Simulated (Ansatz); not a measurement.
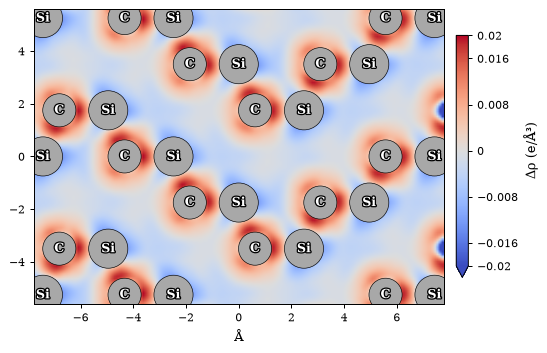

SiC. Difference of the valence pseudo-densities of two functionals at the same geometry, on the (110) plane of the calculation cell: r2SCAN less PBE.

Both computed with Ansatz (plane waves, PAW), on the same k-point mesh. Grey discs cover the atomic cores.

```cif
data_structure
_symmetry_space_group_name_H-M 'P 1'
_symmetry_Int_Tables_number 1
_cell_length_a 3.0318
_cell_length_b 3.0318
_cell_length_c 14.8603
_cell_angle_alpha 90.000
_cell_angle_beta 90.000
_cell_angle_gamma 120.000
_cell_volume 118.29
loop_
_atom_site_label
_atom_site_type_symbol
_atom_site_fract_x
_atom_site_fract_y
_atom_site_fract_z
_atom_site_occupancy
Si1 Si 0.66667 0.33333 0.45830 1
Si2 Si 0.33333 0.66667 0.95830 1
Si3 Si 0.66667 0.33333 0.79170 1
Si4 Si 0.33333 0.66667 0.29170 1
Si5 Si 0.00000 0.00000 0.62500 1
Si6 Si 0.00000 0.00000 0.12500 1
C1 C 0.66667 0.33333 0.33330 1
C2 C 0.33333 0.66667 0.83330 1
C3 C 0.66667 0.33333 0.66670 1
C4 C 0.33333 0.66667 0.16670 1
C5 C 0.00000 0.00000 0.50000 1
C6 C 0.00000 0.00000 0.00000 1
```

> Where does the change of functional move the electrons?

Against PBE, r2SCAN gives more density around C (+0.012 e/Å³ on average at 0.8 Å from the nucleus) and a change of +0.014 e/Å³ at the midpoint of Si–C.
